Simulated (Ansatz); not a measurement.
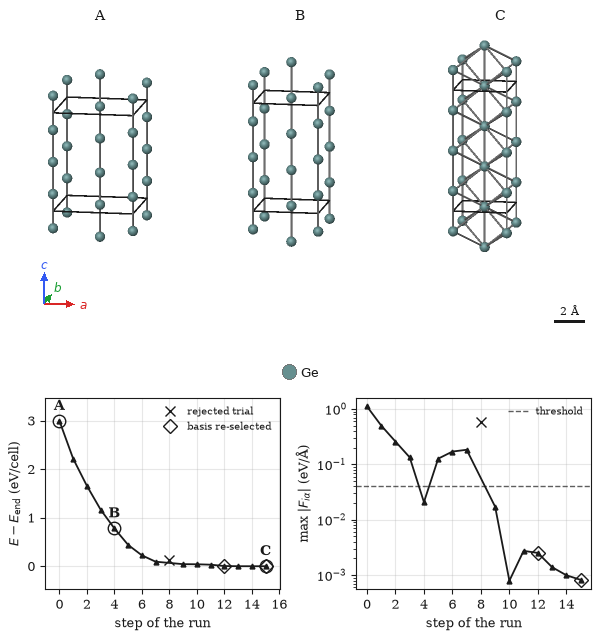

Frames of a relaxation of solid Ge (a generated structure, set up in I4/mmm) (coarse preliminary run), marked on the history of the run. Style: ball-and-stick. Shown: the conventional cell (2 times the calculation's cell), slightly off an axis. Lengths and directions refer to the drawn axes.

Method: DFT PBE, scalar-relativistic, plane waves, PAW in Ansatz 0.2.0. (plane-wave cutoff 420 eV; k-point mesh 4 × 4 × 4; occupations gaussian; smearing width 0.1 eV; no spin polarisation; cell and atoms relaxed; force threshold 0.04 eV/Å; at most 70 steps)

> Describe the path.

The energy falls by 2.995 eV per cell of the calculation in 12 accepted moves (15 points after the start). The largest force component goes from 1.1 to 0.00082 eV/Å. Pressure: 4.26 GPa at the start and 0.01 GPa at the end. The line search rejected the trial step at point 8 of the run. The SCF was repeated twice at an unchanged geometry on a basis and grid sized afresh for the cell, which shifted the energy by 27.9 meV per cell of the calculation at most. The largest moves relative to the cell, 0.062 Å, are those of Ge atoms. The volume changes by −44.2 %, with a = b 5.544 → 3.732 Å (−32.7 %), c 6.861 → 8.442 Å (+23.0 %). Among the contacts that change: Ge–Ge 4.098 → 2.990 Å, Ge–Ge 4.057 → 2.991 Å, Ge–Ge 2.237 → 2.814 Å, Ge–Ge 2.387 → 2.813 Å. The space group stays I4/mmm (No. 139). From step 0 to 4: Ge atoms move most (0.04 Å), volume −26.9 %, energy −2.215 eV per cell of the calculation. From step 4 to 15: volume −23.7 %, energy −0.779 eV per cell of the calculation.

```
step  E − E(0), meV/atom  largest force component, eV/Å  pressure, GPa  volume, Å³/atom                      note
   0                0.00                         1.1105           4.26           35.146                          
   1             -259.54                         0.5018          -0.66           34.185                          
   2             -446.21                         0.2584          -3.44           31.553                          
   3             -609.72                         0.1339          -4.18           28.584                          
   4             -738.42                         0.0208          -3.48           25.689                          
   5             -851.75                         0.1267          -1.76           22.942                          
   6             -923.34                         0.1703           2.58           20.448                          
   7             -967.07                         0.1836           4.21           18.641                          
   8             -956.61                         0.5718           3.69           18.498                  rejected
   9             -983.96                         0.0172           0.95           19.352                          
  10             -984.68                         0.0008           0.42           19.199                          
  11             -987.51                         0.0027          -0.15           19.474                          
  12             -996.80                         0.0025           0.65           19.474  same geometry, new basis
  13             -998.10                         0.0014           0.26           19.535                          
  14             -998.16                         0.0010           0.01           19.595                          
  15             -998.20                         0.0008           0.01           19.595  same geometry, new basis
```
